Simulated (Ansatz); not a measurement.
System: GaO, space group P-6m2 (No. 187) (cell built by us, not taken from a database).

Input file:
```
crystal:
  lattice:
    - [3.1002226917, 0.0, 0.0]
    - [-1.5501113458, 2.6848716085, 0.0]
    - [0.0, 0.0, 14.3751248006]
  atoms:
    - { symbol: Ga, position: [0.3333333333, 0.6666666667, 0.4129029896] }
    - { symbol: Ga, position: [0.3333333333, 0.6666666667, 0.5870970104] }
    - { symbol: Ga, position: [0.0, 0.0, 0.0870981897] }
    - { symbol: Ga, position: [0.0, 0.0, 0.9129018103] }
    - { symbol: O, position: [0.6666666667, 0.3333333333, 0.1379615476] }
    - { symbol: O, position: [0.6666666667, 0.3333333333, 0.8620384524] }
    - { symbol: O, position: [0.0, 0.0, 0.3620023259] }
    - { symbol: O, position: [0.0, 0.0, 0.6379976741] }
basis:
  ecutwfc: 420
kpoints:
  mp_grid: { grid: [12, 12, 2] }
hamiltonian:
  xc: pbe
scf:
  occupations: { method: fixed }
output:
  eigenvalues: true
phonons:
  method: dfpt
  dielectric: true
  rigid_motions: translations
  eigenvectors: true
```

Launched with:
```bash
ansatz run input.yaml --threads 2 --pin off --max-ram 6144MiB --backend cpu --events-out ev --progress --plain --runs-dir out
```

Calculation (Ansatz 0.2.0): optical phonons of an insulator on the approach to the zone centre along x, y and z with the field of polar modes, imaginary frequencies are negative, field response on a mesh refined by the program; plane waves with PAW datasets. Level: PBE, no spin polarisation.

```csv
setting,value
wave cutoff,420 eV
k mesh,12×12×2
occupations,fixed
volume relative to the relaxed cell,0.98
```

What does the calculation give for the polar optical modes, transverse and longitudinal, for each direction of approach to the zone centre?

Along x the polar lines lie at 413.2, 452.2, 591.8 cm⁻¹; along y the polar lines lie at 413.2, 452.2, 591.8 cm⁻¹; along z the polar lines lie at 452.2, 473.1 cm⁻¹ (lines above 2 % of the strongest).

| at | frequency (cm⁻¹) | degeneracy | dipole strength ((D/Å)²/amu) |
| --- | --- | --- | --- |
| x | 12.7 | 1 | 0 |
| x | 12.7 | 1 | 0 |
| x | 17.2 | 1 | 0 |
| x | 74.7 | 2 | 0 |
| x | 75.6 | 2 | 0 |
| x | 196.6 | 1 | 0 |
| x | 197.5 | 1 | 0 |
| x | 413.2 | 1 | 9.96 |
| x | 452.1 | 2 | 0 |
| x | 452.2 | 1 | 42 |
| x | 452.7 | 2 | 0 |
| x | 452.8 | 1 | 0 |
| x | 452.8 | 1 | 0.313 |
| x | 477.3 | 1 | 0 |
| x | 488.7 | 1 | 0 |
| x | 490.6 | 1 | 0 |
| x | 591.8 | 1 | 42.3 |
| y | 12.7 | 1 | 0 |
| y | 12.7 | 1 | 0 |
| y | 17.2 | 1 | 0 |
| y | 74.7 | 2 | 0 |
| y | 75.6 | 2 | 0 |
| y | 196.6 | 1 | 0 |
| y | 197.5 | 1 | 0 |
| y | 413.2 | 1 | 9.96 |
| y | 452.1 | 2 | 0 |
| y | 452.2 | 1 | 42 |
| y | 452.7 | 2 | 0 |
| y | 452.8 | 1 | 0 |
| y | 452.8 | 1 | 0.313 |
| y | 477.3 | 1 | 0 |
| y | 488.7 | 1 | 0 |
| y | 490.6 | 1 | 0 |
| y | 591.8 | 1 | 42.3 |
| z | 12.7 | 2 | 0 |
| z | 17.2 | 1 | 0 |
| z | 74.7 | 2 | 0 |
| z | 75.6 | 2 | 0 |
| z | 196.6 | 1 | 0 |
| z | 197.5 | 1 | 0 |
| z | 452.1 | 2 | 0 |
| z | 452.2 | 2 | 83.9 |
| z | 452.7 | 2 | 0 |
| z | 452.8 | 2 | 0.625 |
| z | 473.1 | 1 | 9.95 |
| z | 477.3 | 1 | 0.005 |
| z | 488.7 | 1 | 0 |
| z | 490.6 | 1 | 0 |

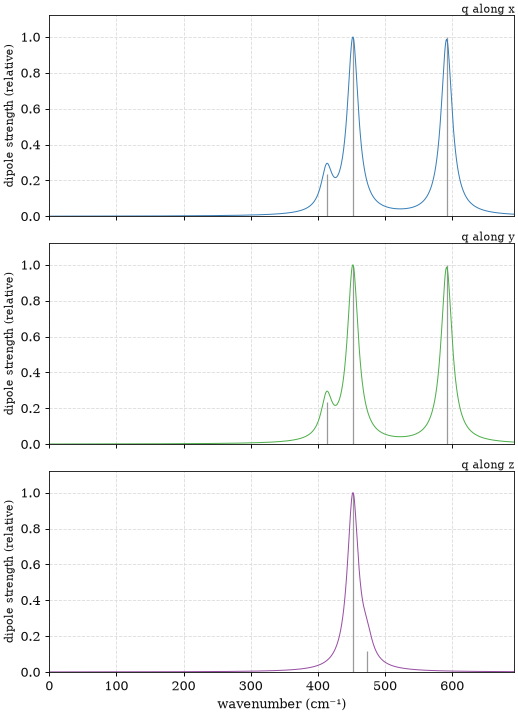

Lines are broadened by Lorentzians of 20 cm⁻¹ full width; each panel is scaled to its strongest line.

Keep in mind: field response not converged on the k mesh; weakly bound, no dispersion correction.
